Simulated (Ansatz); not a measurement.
# Energy of Al₁₂H along a shift of atoms along one path

System: Al₁₂H (slab, 13 atoms in the cell).
Method: DFT PBEsol, scalar-relativistic, plane waves, PAW, no spin polarisation (Ansatz 0.2.0).

The 7 runs differ only in the geometry, by a shift of atoms along one path in a fixed cell. The shift s is measured from run 4: H13 moves along the Cartesian direction (0.00, 0.00, 1.00). The structure derives from an entry of the Crystallography Open Database.

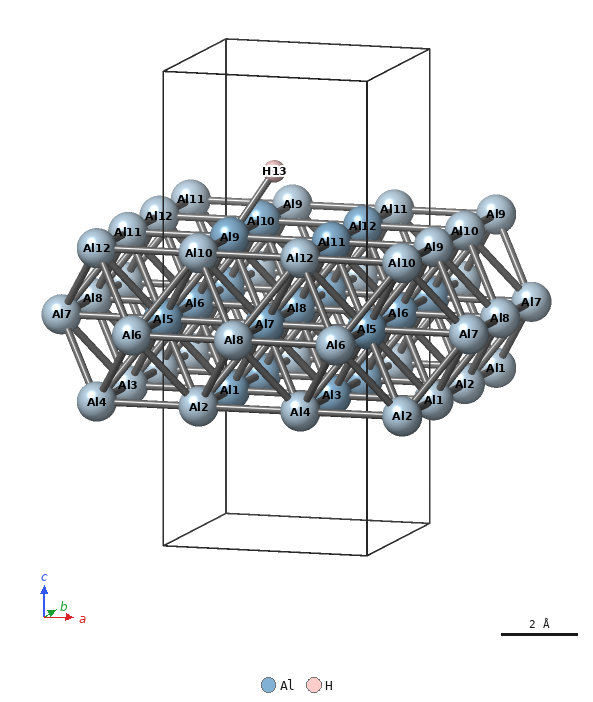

Figure 1. The structure of run 4 (ball-and-stick view of the cell of the calculation, with the vacuum cut short, seen slightly off an axis; neighbours outside the cell are drawn fainter; atoms are numbered from 1 in the order of the input).

### Input of run 4
```yaml
crystal:
  lattice:
    - [5.6788540124, 0.0, 0.0]
    - [0.0, 5.6788540124, 0.0]
    - [0.0, 0.0, 21.1413451746]
  atoms:
    - { symbol: Al, position: [0.25, 0.25, 0.1892027195] }
    - { symbol: Al, position: [0.25, 0.75, 0.1892027195] }
    - { symbol: Al, position: [0.75, 0.25, 0.1892027195] }
    - { symbol: Al, position: [0.75, 0.75, 0.1892027195] }
    - { symbol: Al, position: [0.0, 0.0, 0.2870821533] }
    - { symbol: Al, position: [0.0, 0.5, 0.2870821533] }
    - { symbol: Al, position: [0.5, 0.0, 0.2870821533] }
    - { symbol: Al, position: [0.5, 0.5, 0.2870821533] }
    - { symbol: Al, position: [0.25, 0.25, 0.3850911618] }
    - { symbol: Al, position: [0.25, 0.75, 0.3850911618] }
    - { symbol: Al, position: [0.75, 0.25, 0.3850911618] }
    - { symbol: Al, position: [0.75, 0.75, 0.3850911618] }
    - { symbol: H, position: [0.4166666667, 0.4166666667, 0.4640832971] }
basis:
  ecutwfc: 420
kpoints:
  mp_grid: { grid: [5, 5, 1] }
hamiltonian:
  xc: pbesol
scf:
  occupations: { method: gaussian, width: 0.1 }
output:
  forces: true
  eigenvalues: true
efield:
  axis: 3
  dipole_correction: true
  ramp_width: 0.04
```

Command:
```bash
ansatz run input.yaml --threads 1 --pin off --max-ram 3072MiB --backend cpu --events-out ev --progress --plain --runs-dir out
```

Run 6 differs from it as follows:
```diff
-    - { symbol: H, position: [0.4166666667, 0.4166666667, 0.4640832971] }
+    - { symbol: H, position: [0.4166666667, 0.4166666667, 0.506653909] }
```

### Results, with one run withheld

```csv
run,shift s of H13 (Å),"free energy per atom, from the lowest run given (meV)",force along the path (eV/Å)
1,−1.4800,88.96,1.561
2,−0.9800,18.74,1.462
3,−0.4900,0.00,−0.446
4,0.0000,39.50,−1.443
5,0.4000,86.31,−1.526
6,0.9000,?,?
7,1.6000,192.10,−0.688
```

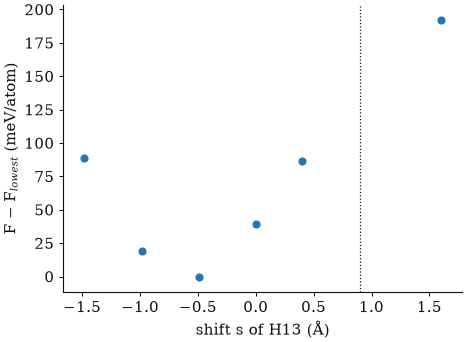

Figure 2. Free energy per atom of the runs given; the dotted line marks run 6.

Estimate the energy of run 6 from the others.

A cubic polynomial in the coordinate, fitted to the 6 runs given, misses them by at most 4.88 meV per atom. With x = s + 0.1583, it reads F = 24.732 + 83.497 x + 60.419 x² − 30.542 x³ (meV per atom). At run 6 it gives 144.56 meV per atom, and the run itself gives 140.28. The slope of the fit gives a force −dF/ds of −1.414 eV/Å along the path (summed over the atoms that move), and the printed forces give −1.240 eV/Å. The fit has its minimum at s = −0.6591 Å. So low a polynomial doesn't follow these energies more closely.

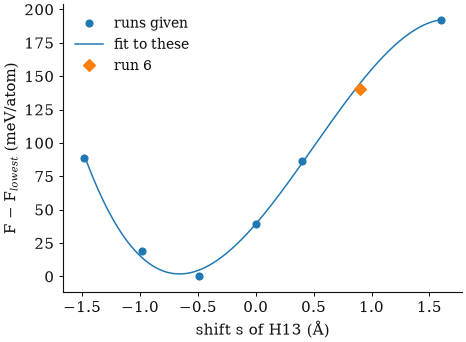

Figure 3. The fit and the withheld run.

### Output, shortened to warnings, some set-up lines, iterations and results (run 6)
```
Basis set: ecut = 420 eV, 13371 PW (Γ), exchange–correlation on 80×80×288 points (8 copies of the dense FFT grid, shifted against one another)
Symmetry: 2 space group operations
k-points: 9 of 25 (time reversal used)
Initial density: superposition of atomic densities (neutral atoms: chi_scale 0, normalization atom), corrected by the library's trained network
[...]
SCF iter   1: F=—  HF=-6303.915816 eV  |F-HF|=—  |Δ(HF+E_count)|=         —  Δρ=5.99e-3  dr2=1.20e0  ethr=1.77e-3  p=-0.268 e·Å  D=-7.11e-2 V/Å  ΔV_dip=1.50 eV  …
SCF iter   2: F=—  HF=-6303.858050 eV  |F-HF|=—  |Δ(HF+E_count)|=   5.78e-2  Δρ=1.91e-3  dr2=6.43e-2  ethr=1.77e-3  p=-0.202 e·Å  D=-5.36e-2 V/Å  ΔV_dip=1.13 eV  …
SCF iter   3: F=—  HF=-6303.856866 eV  |F-HF|=—  |Δ(HF+E_count)|=   1.18e-3  Δρ=6.80e-4  dr2=2.04e-2  ethr=1.74e-4  p=-0.198 e·Å  D=-5.26e-2 V/Å  ΔV_dip=1.11 eV  …
SCF iter   4: F=—  HF=-6303.855730 eV  |F-HF|=—  |Δ(HF+E_count)|=   1.14e-3  Δρ=2.39e-4  dr2=1.45e-3  ethr=5.50e-5  p=-0.199 e·Å  D=-5.29e-2 V/Å  ΔV_dip=1.12 eV  …
SCF iter   5: F=—  HF=-6303.855565 eV  |F-HF|=—  |Δ(HF+E_count)|=   1.65e-4  Δρ=7.51e-5  dr2=1.03e-4  ethr=3.93e-6  p=-0.199 e·Å  D=-5.29e-2 V/Å  ΔV_dip=1.12 eV  …
SCF iter   6: F=—  HF=-6303.855574 eV  |F-HF|=—  |Δ(HF+E_count)|=   8.31e-6  Δρ=1.83e-5  dr2=4.66e-6  ethr=2.77e-7  p=-0.200 e·Å  D=-5.31e-2 V/Å  ΔV_dip=1.12 eV  …
SCF iter   7: F=—  HF=-6303.855731 eV  |F-HF|=—  |Δ(HF+E_count)|=   1.57e-4  Δρ=4.78e-6  dr2=5.57e-7  ethr=1.26e-8  p=-0.200 e·Å  D=-5.32e-2 V/Å  ΔV_dip=1.12 eV  …
SCF iter   8: F=-6303.855731 eV  HF=-6303.855731 eV  |F-HF|=2.01e-8  |Δ(HF+E_count)|=   1.72e-7  Δρ=2.02e-6  dr2=5.35e-8  ethr=2.70e-10  p=-0.201 e·Å  D=-5.32e-2 V/Å  …
SCF 1 converged in 8 iterations: F = -6303.855731 eV  dr2 = 5.35e-8
SCF converged after 8 iterations
Free energy (F): -6303.855731 eV
Harris-Foulkes:  -6303.855731 eV  (|F-HF|=2.01e-8)
Internal energy: -6303.834882 eV  (E = F + TS)
E sigma→0 (E₀):  -6303.845307 eV
Entropy (-TS):   -0.020849 eV (-1.604 meV/atom)
Fermi energy:    -1.237015 eV
Dipole field:    D = -0.053249 V/Å  (p = -0.200633 e·Å, saw-weighted, corrected)
Work function:   Φ+ = 5.6164 eV   Φ− = 4.4907 eV
Levels:          The Fermi level and band energies are counted from a zero that moves with the ramp; work functions are not
--- Per-component energies (eV) ---
  E_band       = -185.677805
  E_kinetic    = 262.308631
  E_local      = -6301.446223  (includes V_loc(G=0)·N_el)
  E_nonlocal   = 128.168179
  E_hartree    = 3056.324226
  E_xc         = -467.019946
  E_vxc        = -342.103337  (∫ρ·V_xc dr)
  E_paw        = -5455.804951  (= ΣΔE_a)
  E_vpaw       = -42.982131  (= ΣTr[D̂ρ^β])
  E_aug_tail   = -0.000876  (compensation charges beyond the density's cutoff)
  E_efield     = 0.005342  (sawtooth field / dipole correction)
  E_vefield    = -2.274796  (∫n·V_field dr)
  E_ewald      = 2473.401068
  E_core_change = 0.229668  (= ΣΔE_core)
  E_smearing   = -0.020849  (= −TS)
  E_closure    = -0.000000  (closes the sum)
  Σ components = -6303.855731   (vs F -6303.855731, Δ=0.00e0)
--- Forces (eV/Å), atoms counted from 1 ---
  atom   1  Al    -0.01126326    -0.01126326     0.07191513
  atom   2  Al    -0.07346397    -0.00639056     0.02506769
  atom   3  Al    -0.00639056    -0.07346397     0.02506769
  atom   4  Al     0.06250541     0.06250541    -0.06470974
  atom   5  Al    -0.05825426    -0.05825426    -0.04944634
  atom   6  Al     0.01708109     0.05290617     0.00811023
  atom   7  Al     0.05290617     0.01708109     0.00811023
  atom   8  Al     0.00044819     0.00044819     0.12277185
  atom   9  Al     0.08773191     0.08773191     0.65201852
  atom  10  Al    -0.05838370     0.04088113     0.17898639
  atom  11  Al     0.04088113    -0.05838370     0.17898639
  atom  12  Al     0.09712809     0.09712809     0.08361333
  atom  13  H     -0.15092597    -0.15092597    -1.24049868
  max |Σ_I F_I| component: 7.30e-6 eV/Å
```
